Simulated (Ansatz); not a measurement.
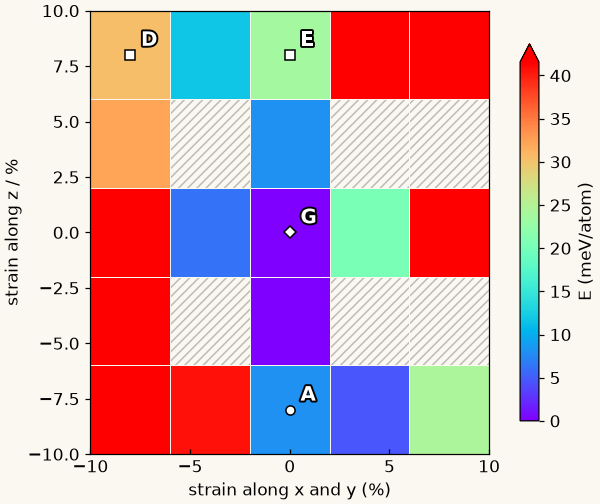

Sr (Fm-3m, No. 225; 1 atom in the cell). The cell is strained homogeneously, by one strain along x and y and another along z, with fractional coordinates fixed (x, y and z along the cube axes). Coordinates scanned: (1) strain along x and y; (2) strain along z. Grid: 5 × 5 points. At 6 points there is no value. Points are written as (first, second). All energies are given in meV/atom relative to the lowest grid point. The reference cell is the one listed in the database, not relaxed at this level. The calculation used DFT PBE, scalar-relativistic, plane waves, PAW in Ansatz 0.2.0. Settings: cutoff 420 eV, k-mesh 14×14×14, gaussian smearing 0.15 eV, no spin polarisation.

The picture shows one coloured cell a grid point, one colour for all values above the top of the scale, hatched blanks where no value was computed, lettered points.

Is G the lowest point of the computed grid?

Yes. G, at (0 %, 0 %), has the lowest energy of the grid.

Rank the lettered points by energy, lowest first.

G (0 meV/atom), A (8 meV/atom), E (24 meV/atom), D (30 meV/atom).
